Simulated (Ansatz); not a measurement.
Structure (in its standard cell), the geometry relaxed with DFT, BLYP, plane waves (420 eV) with PAW, scalar-relativistic in Ansatz 0.2.0; the starting structure was generated, so it need not be a known form of this composition:

```xyz
2
Lattice="2.6184 0.0000 0.0000 -1.3092 2.2676 0.0000 0.0000 0.0000 4.2871" Properties=species:S:1:pos:R:3 pbc="T T T"
Cu    1.3092    0.7559    3.2153
Cu    0.0000    1.5118    1.0718
```

### What does the kinematic electron diffraction pattern along [001] look like at 200 kV (B = 1 Å²)?

The spots form a hexagonal net with both shortest vectors at d = 2.27 Å, 60.0° apart. They are 1 -1 0 and 1 0 0. The pattern has symmetry 6mm. No reflection of this zone is absent.

Strongest reflections with d > 0.80 Å, one of each family (|F|² from tabulated Gaussian fits of the electron scattering factors, times a small damping for the curvature of the Ewald sphere):

| hkl | d (Å) | I (strongest = 100) |
| --- | --- | --- |
| 2 -1 0 | 1.309 | 100 |
| 1 0 0 | 2.268 | 75 |
| 2 0 0 | 1.134 | 17 |
| 3 -1 0 | 0.857 | 6 |

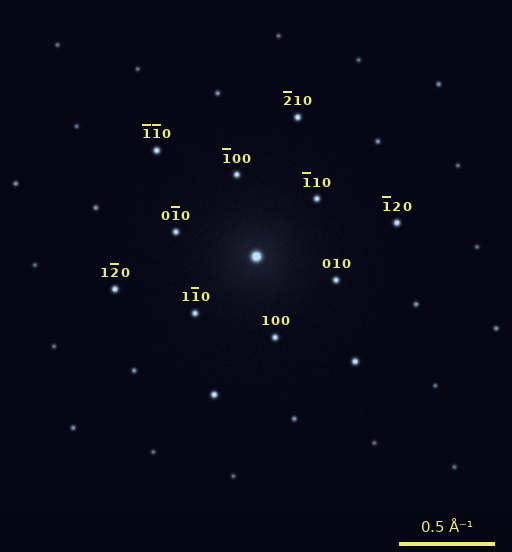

Calculated pattern, seen from the source side with [001] pointing towards the source.
